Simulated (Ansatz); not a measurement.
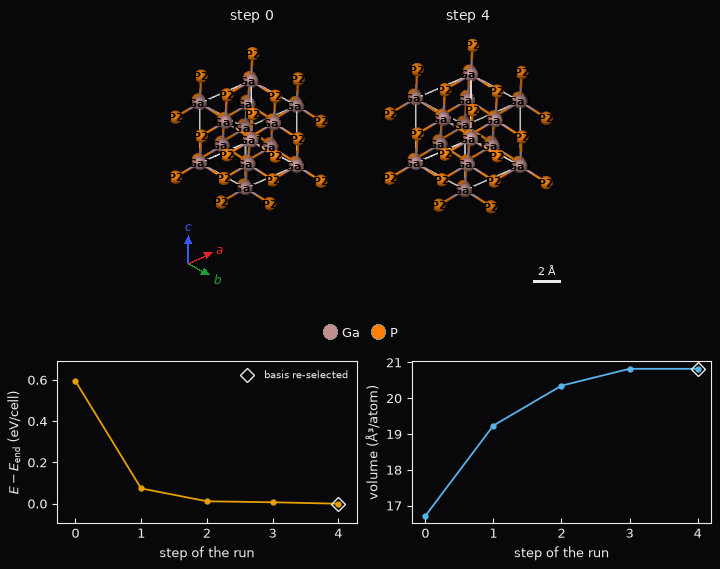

First and last geometry of a relaxation of solid GaP (a generated structure, set up in F-43m) (coarse preliminary run), with the history of the run. Style: ball-and-stick. Shown: the conventional cell (4 times the calculation's cell), from a free direction. Lengths and directions refer to the drawn axes.

Case: B → Ga on all its sites, cell and atoms relaxed.

All numbers below come from Ansatz, DFT PBE, scalar-relativistic, plane waves, PAW.

Input file:
```yaml
crystal:
  lattice:
    - [0.0, 2.5566930248, 2.5566930248]
    - [2.5566930248, 0.0, 2.5566930248]
    - [2.5566930248, 2.5566930248, 0.0]
  atoms:
    - { symbol: Ga, position: [0.0, 0.0, 0.0] }
    - { symbol: P, position: [0.25, 0.25, 0.25] }
basis:
  ecutwfc: 420
kpoints:
  mp_grid: { grid: [6, 6, 6] }
hamiltonian:
  xc: pbe
scf:
  occupations: { method: gaussian, width: 0.1 }
output:
  forces: true
  stress: true
  eigenvalues: true
relax:
  adjacent_minimum: "off"
  f_tol: 0.05
  max_steps: 60
  cell: { stress_tol: 0.5 }
```

> Read the history and describe the run.

It converged. The energy falls by 0.595 eV per cell of the calculation in 3 accepted moves (4 points after the start). All forces vanish by symmetry, so only the cell relaxes. Pressure: 27.94 GPa at the start and 0.17 GPa at the end. The SCF was repeated once at an unchanged geometry on a basis and grid sized afresh for the cell, which shifted the energy by 7.0 meV per cell of the calculation at most. No atom moves by more than 0.005 Å relative to the cell. The drawn cell changes as follows: a = b = c 5.113 → 5.502 Å (+7.6 %); the volume changes by +24.6 %. Some distances before and after: Ga1–P2 2.214 → 2.383 Å. The space group stays F-43m (No. 216). The run took about 6 core-seconds on a shared host.
